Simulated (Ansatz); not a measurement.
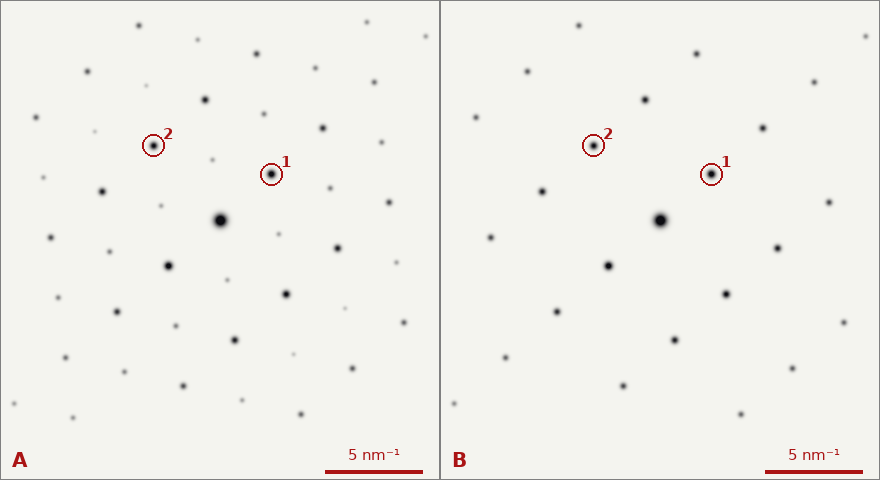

Kinematic electron diffraction patterns (120 kV, B = 0.5 Å², same scale) along [001] of the run's own cell, for the start and the end of one relaxation of Ag with DFT, PAW plane waves, r2scan (Ansatz 0.2.0). k mesh 8×8×8. The start is a generated model structure, and the relaxation ends in the nearest stationary point of its symmetry, not necessarily the ground state. Spot 1 is -1 -1 0 and spot 2 is 1 -1 0 in both.

Start structure:

```
CELL_PARAMETERS angstrom
1.94263 3.36474 0.00000
-1.94263 3.36474 0.00000
0.00000 -2.24316 3.37931
ATOMIC_POSITIONS crystal
Ag 0.23389 0.23389 0.70167
Ag 0.76611 0.76611 0.29833
```

Which pattern belongs to the start structure, and which to the relaxed one?

A is the start: its cell gives d(1) = 2.803 Å, d(2) = 1.943 Å and an angle of 90.0°. The spot positions hardly differ, so the intensities decide: those computed from the start structure match A, and B is the relaxed structure.

Name reflections whose intensity changes strongly on relaxation.

1 2 0, 3 2 0 fade out of sight.

Summarise the relaxation behind the change.

The cell was held fixed; with the mean shift removed, the atoms moved by up to 0.16 Å relative to the cell (Ag most); the space group stayed R-3m (No. 166); the free energy fell by 100 meV an atom.
